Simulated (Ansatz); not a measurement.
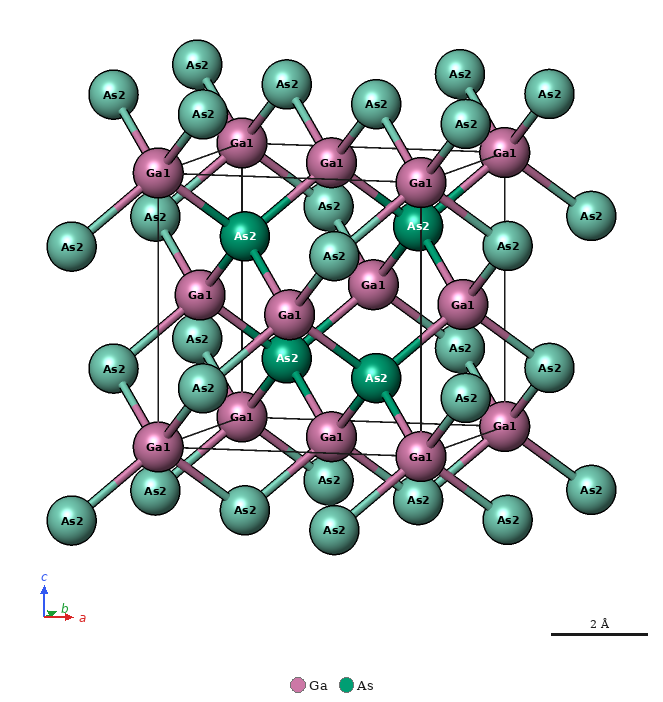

*The starting structure (ball-and-stick view of the cell 4 times as large as that of the calculation, set on its symmetry axes, seen slightly off an axis; neighbours outside the cell are drawn fainter; atoms are numbered from 1 in the order of the input).*

Near neighbours in the crystal (not all of them lie inside the picture): Ga has 4 As at 2.50 Å; As has 4 Ga at 2.50 Å.

## GaAs: geometry relaxation

- system: GaAs (F-43m, 2 atoms in the cell)
- method: DFT, PBE, plane waves, PAW, no spin polarisation (Ansatz 0.2.0)

The structure derives from an entry of the Crystallography Open Database. Figures and captions count atoms from 1; the log counts them from 0 in places.

## Input file
```yaml
crystal:
  lattice:
    - [0.0, 2.891565515, 2.891565515]
    - [2.891565515, 0.0, 2.891565515]
    - [2.891565515, 2.891565515, 0.0]
  atoms:
    - { symbol: Ga, position: [0.0, 0.0, 0.0] }
    - { symbol: As, position: [0.25, 0.25, 0.25] }
basis:
  ecutwfc: 240.0
kpoints:
  mp_grid: { grid: [12, 12, 12] }
hamiltonian:
  xc: pbe
scf:
  occupations: { method: gaussian, width: 0.1 }
output:
  forces: true
  stress: true
  eigenvalues: true
  write_density: true
  write_potential: true
  elf: true
  volumetric_format: npy
relax:
  adjacent_minimum: "off"
  f_tol: 0.005
  max_steps: 80
  cell: { stress_tol: 0.05 }
```

Launched with:
```bash
ansatz run input.yaml --threads 1 --pin off --max-ram 2560MiB --backend cpu --events-out ev --progress --plain --runs-dir out
```

## Output
```
Warning: basis.ecutwfc = 240 eV is below the records' recommended 420 eV, and the density's cutoff is lower with it unless basis.ecutrho_ratio is high enough to keep the records' density cutoff: compare with a run at a higher cutoff
Engine: ansatz 0.2.0, aarch64-unknown-linux-gnu
Pseudopotentials: kind: paw
Pseudopotential: Ga, paw, valence charge 13, recommended cutoff 420 eV (normal), Ga.paw.azcp
Pseudopotential: As, paw, valence charge 15, recommended cutoff 420 eV (normal), As.paw.azcp
Functional definition: PBE
  parameter kappa = 0.804
  parameter beta = 0.06672455060314922
  exchange = pbe_x(kappa = kappa, mu = beta*pi^2/3)
  correlation = pbe_c(beta = beta)
Crystal: 2 atoms, lattice volume = 48.354 Å³
Basis set: ecut = 240 eV, 411 PW (Γ), exchange–correlation on 48×48×48 points (8 copies of the dense FFT grid, shifted against one another)
Bands: 18, of which v1, the nominal top of the filled ones, is band 14 counted from 1 (13 counted from 0)
Symmetry: 24 space group operations
Space group: F-43m (ITA 216), of the structure as read, at distance tolerance 3.6e-5 Å
k-points: 72 of 1728 (time reversal used)
Non-local potential: Ga, projectors of the file, l = 0: 2, l = 1: 2, l = 2: 3, l = 3: 1
Non-local potential: As, projectors of the file, l = 0: 2, l = 1: 2, l = 2: 3, l = 3: 1
PAW form: soft (Blöchl's): semilocal exchange-correlation on the pseudo side does not see the compensation charge
PAW one-centre angular grid: Ga, 590 points (default); XC on 64 Gauss nodes
PAW one-centre angular grid: As, 590 points (default); XC on 64 Gauss nodes
Initial density: superposition of atomic densities (neutral atoms: chi_scale 0, normalization atom), corrected by the library's trained network
Initial wavefunctions: pseudopotential atomic-orbital guess
Functional: x = pbe(κ = 0.804, μ = 0.2195149727645171), c = pbe(β = 0.06672455060314922)
SCF iter   1: F=—  HF=-8637.371716 eV  |F-HF|=—  |Δ(HF+E_count)|=         —  Δρ=1.14e-2  dr2=2.74e-2  ethr=1.77e-3  ⟨swp⟩=3.8  Hψ=5185  notcnv=0
preconditioner: auto → none  [insulator: Δε(μ)=0.781 eV  Ē_g=15.162 eV  σ=0.100 eV  W_gap=0.80  n_scr=14 (ndim 8)  ℏωp=22.7 eV  f_vac=0.109  D(μ)=0.03/eV (n_scr^D=0)  ε∞_Penn≈3.2]
SCF iter   2: F=—  HF=-8636.949200 eV  |F-HF|=—  |Δ(HF+E_count)|=   4.23e-1  Δρ=1.36e-2  dr2=5.49e-2  ethr=9.77e-5  ⟨swp⟩=2.0  Hψ=3168  notcnv=0
SCF iter   3: F=—  HF=-8636.931792 eV  |F-HF|=—  |Δ(HF+E_count)|=   1.74e-2  Δρ=3.71e-3  dr2=4.49e-3  ethr=9.77e-5  ⟨swp⟩=3.0  Hψ=2587  notcnv=0
SCF iter   4: F=—  HF=-8636.930201 eV  |F-HF|=—  |Δ(HF+E_count)|=   1.59e-3  Δρ=1.47e-3  dr2=1.59e-3  ethr=1.60e-5  ⟨swp⟩=2.0  Hψ=1945  notcnv=0
SCF iter   5: F=—  HF=-8636.929580 eV  |F-HF|=—  |Δ(HF+E_count)|=   6.21e-4  Δρ=2.70e-4  dr2=2.87e-5  ethr=5.68e-6  ⟨swp⟩=3.0  Hψ=2293  notcnv=0
SCF iter   6: F=—  HF=-8636.929576 eV  |F-HF|=—  |Δ(HF+E_count)|=   4.06e-6  Δρ=2.33e-5  dr2=1.34e-7  ethr=1.03e-7  ⟨swp⟩=2.5  Hψ=2024  notcnv=0
SCF iter   7: F=-8636.929576 eV  HF=-8636.929576 eV  |F-HF|=3.60e-9  |Δ(HF+E_count)|=   5.70e-8  Δρ=4.51e-6  dr2=5.37e-9  ethr=3.57e-10  ⟨swp⟩=7.2  Hψ=7205  notcnv=0
SCF 1 converged in 7 iterations: F = -8636.929576 eV  dr2 = 5.37e-9
  greatest PAW one-centre occupation: 0.999 electrons in one spin orbital (limit 2), on the As atom at site 1 (counted from 0), in its partial waves of l = 2
relax step   1: F+E_penalty+E_count = -8636.92957576 eV  Δ(F+E_penalty+E_count) = +0.000e0 eV  max|allowed force component| = 1.012e-16 eV/Å  Δτ_max = 0.0000 Å  P = +0.020 GPa  Ω = 48.354 Å³  (7 SCF iters, dr2 threshold 1.00e-7 eV, accepted)
Initial density: handed on by an earlier stage of this run
Initial wavefunctions: pseudopotential atomic-orbital guess (no wavefunctions were taken with the density)
iter 1 solved again at ethr=2.03e-8 eV; its pass at ethr=3.10e-3 eV (dr2=5.70e-6 eV) is discarded
SCF iter   1: F=—  HF=-8636.929575 eV  |F-HF|=—  |Δ(HF+E_count)|=         —  Δρ=4.48e-6  dr2=5.34e-9  ethr=2.03e-8  ⟨swp⟩=3.0  Hψ=8537  notcnv=0
preconditioner: auto → none  [insulator: Δε(μ)=0.797 eV  Ē_g=15.979 eV  σ=0.100 eV  W_gap=0.80  n_scr=14 (ndim 8)  ℏωp=22.7 eV  f_vac=0.107  D(μ)=0.03/eV (n_scr^D=0)  ε∞_Penn≈3.0]
SCF iter   2: F=—  HF=-8636.929576 eV  |F-HF|=—  |Δ(HF+E_count)|=   3.46e-7  Δρ=2.29e-6  dr2=1.47e-9  ethr=1.91e-11  ⟨swp⟩=2.0  Hψ=1923  notcnv=0
SCF iter   3: F=—  HF=-8636.929576 eV  |F-HF|=—  |Δ(HF+E_count)|=   1.36e-9  Δρ=4.62e-7  dr2=1.82e-10  ethr=5.24e-12  ⟨swp⟩=2.3  Hψ=1700  notcnv=0
SCF iter   4: F=-8636.929576 eV  HF=-8636.929576 eV  |F-HF|=0.00e0  |Δ(HF+E_count)|=  7.28e-11  Δρ=6.05e-8  dr2=1.30e-12  ethr=1.00e-12  ⟨swp⟩=3.0  Hψ=5460  notcnv=0
SCF 2 converged in 4 iterations: F = -8636.929576 eV  dr2 = 1.30e-12
relax step   2: F+E_penalty+E_count = -8636.92957576 eV  Δ(F+E_penalty+E_count) = -5.421e-10 eV  max|allowed force component| = 1.087e-16 eV/Å  Δτ_max = 0.0000 Å  P = +0.020 GPa  Ω = 48.354 Å³  stress off target by 2.03e-2 GPa  SCF on the basis re-selected at this cell (its energy is not comparable with the rows above)  (4 SCF iters)
```

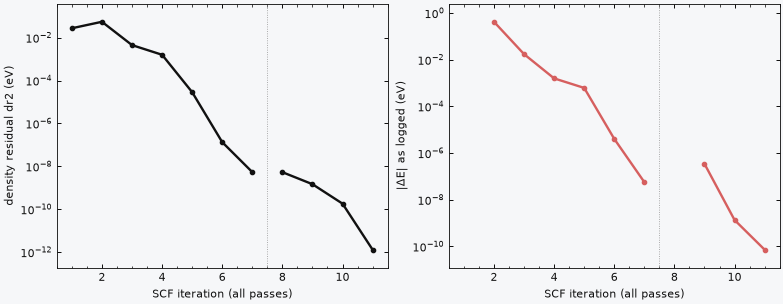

*Convergence of the self-consistent field: density residual dr2 and size of the energy change against the SCF iteration. The dotted lines part the SCF passes of the relaxation: geometry steps, rejected trials and re-solves on a re-selected basis.*

The passes take 7 and 4 iterations.

```
basis re-selected at this cell: Δ(F+E_penalty+E_count) = -5.421e-10 eV, ΔP = +0.000 GPa vs the last step (what re-selecting the basis moved, of the pressure what is left beyond the Pulay correction that the steps carried, after the strain that the cell walked since its last selection, with what the two solves' SCF thresholds leave and, on support functions, any second-order correction that the steps lacked; it is no measure of the basis error at this ecutwfc). This SCF's stress stands 2.03e-2 GPa from its target on what of the cell is left free (relax.cell.stress_tol is 5.00e-2 GPa) and its largest allowed force component is 1.09e-16 eV/Å (relax.f_tol is 5.00e-3 eV/Å): within both
SCF converged after 4 iterations
Free energy (F): -8636.929576 eV
Harris-Foulkes:  -8636.929576 eV  (|F-HF|=0.00e0)
Internal energy: -8636.929425 eV  (E = F + TS)
E sigma→0 (E₀):  -8636.929500 eV
Entropy (-TS):   -0.000151 eV (-0.075 meV/atom)
Fermi energy:    7.298682 eV
--- Per-component energies (eV) ---
  E_band       = -361.933573
  E_kinetic    = 219.615523
  E_local      = -4025.463188  (includes V_loc(G=0)·N_el)
  E_nonlocal   = -209.426023
  E_hartree    = 2023.302138
  E_xc         = -147.416957
  E_vxc        = -135.998579  (∫ρ·V_xc dr)
  E_paw        = -3859.170765  (= ΣΔE_a)
  E_vpaw       = -257.223566  (= ΣTr[D̂ρ^β])
  E_aug_tail   = -0.042021  (compensation charges beyond the density's cutoff)
  E_ewald      = -2638.328132
  E_smearing   = -0.000151  (= −TS)
  E_closure    = -0.000000  (closes the sum)
  Σ components = -8636.929576   (vs F -8636.929576, Δ=0.00e0)
--- Forces (eV/Å), atoms counted from 1 ---
  atom   1  Ga     0.00000000    -0.00000000    -0.00000000
  atom   2  As    -0.00000000    -0.00000000     0.00000000
  max |Σ_I F_I| component: 1.90e-16 eV/Å
--- Stress (GPa, compression-positive) ---
        0.020292       0.000000      -0.000000
        0.000000       0.020292       0.000000
       -0.000000       0.000000       0.020292
  P = ⅓ Tr σ = 0.0203 GPa (0.203 kbar)
--- Band table (eV; the first three rows and the last of 72) ---
  k-point 0: bands = ["-29.1242", "-29.1242", "-29.1027", "-29.1027", "-29.1027", "-8.8069", "-8.8069", "-8.8069", "-8.8021", "-8.8021", "-5.0374", "7.1769", "7.2398", "7.2398", "7.2398", "11.0080", "11.0080", "11.0080"]
  k-point 1: bands = ["-29.1182", "-29.1182", "-29.0923", "-29.0917", "-29.0917", "-8.8016", "-8.8016", "-8.7898", "-8.7752", "-8.7752", "-4.9653", "5.8944", "7.1417", "7.1417", "8.2143", "11.1205", "11.1654", "11.1654"]
  k-point 2: bands = ["-29.1078", "-29.0968", "-29.0968", "-29.0702", "-29.0702", "-8.8221", "-8.7796", "-8.7796", "-8.7155", "-8.7155", "-4.7560", "4.5077", "6.9059", "6.9059", "8.5602", "11.5212", "11.5212", "11.7599"]
  k-point 71: bands = ["-29.1415", "-29.1240", "-29.1122", "-29.1119", "-29.1103", "-8.8663", "-8.8501", "-8.8120", "-8.8052", "-8.7758", "-2.8435", "0.8787", "4.0144", "4.2153", "11.5278", "11.9810", "12.4565", "13.3665"]
--- Relaxed structure (1 steps of the walk, 1 accepted, 1 SCFs on fresh bases) ---
  F+E_penalty+E_count = -8636.92957576 eV   max|allowed force component| = 1.087e-16 eV/Å   (the final SCF, on the basis selected at the relaxed cell)
  cell:  # Å, volume = 48.3536 Å³
    - [0.0, 2.891565515, 2.891565515]
    - [2.891565515, 0.0, 2.891565515]
    - [2.891565515, 2.891565515, 0.0]
  atoms:
    - { symbol: Ga, position: [0.0, 0.0, 0.0] }
    - { symbol: As, position: [0.24999999999999997, 0.24999999999999997, 0.24999999999999997] }
```

## Trajectory as extended XYZ (Å, eV, eV/Å), 2 frames, from step=1 to step=2
```
2
Lattice="0.0000 2.8916 2.8916 2.8916 0.0000 2.8916 2.8916 2.8916 0.0000" Properties=species:S:1:pos:R:3:forces:R:3 step=1 energy=-8636.92958 pressure_GPa=0.02
Ga    0.0000    0.0000    0.0000    0.0000   0.0000   0.0000
As    1.4458    1.4458    1.4458    0.0000   0.0000   0.0000
2
Lattice="0.0000 2.8916 2.8916 2.8916 0.0000 2.8916 2.8916 2.8916 0.0000" Properties=species:S:1:pos:R:3:forces:R:3 step=2 energy=-8636.92958 pressure_GPa=0.02
Ga    0.0000    0.0000    0.0000    0.0000   0.0000   0.0000
As    1.4458    1.4458    1.4458    0.0000   0.0000   0.0000
```

## Results in brief

| quantity | value |
| --- | --- |
| outcome | converged |
| space group (tolerance 0.01 Å) | F-43m (216) |
| electrons treated | 28 |
| free energy | −8636.9296 eV |
| Fermi energy | 7.299 eV |
| gap on the k-point mesh | none (metallic) |
| pressure | 0.02 GPa |
| final volume | 48.35 Å³ |
| largest force (length of the vector) at the end | under 0.001 eV/Å |
| final cell | a = 4.089 Å, b = 4.089 Å, c = 4.089 Å, α = 60.00°, β = 60.00°, γ = 60.00° |
| hardware | 1 thread of Arm Neoverse V1, 24 GiB of memory available, shared host |
| wall time | 7.5 s |
| peak memory | 0.33 GiB |

## Remarks

These settings are looser than, or depart from, a standard set-up, so the numbers are not reference values for this system. The program warns: the cutoff is below the recommended one.
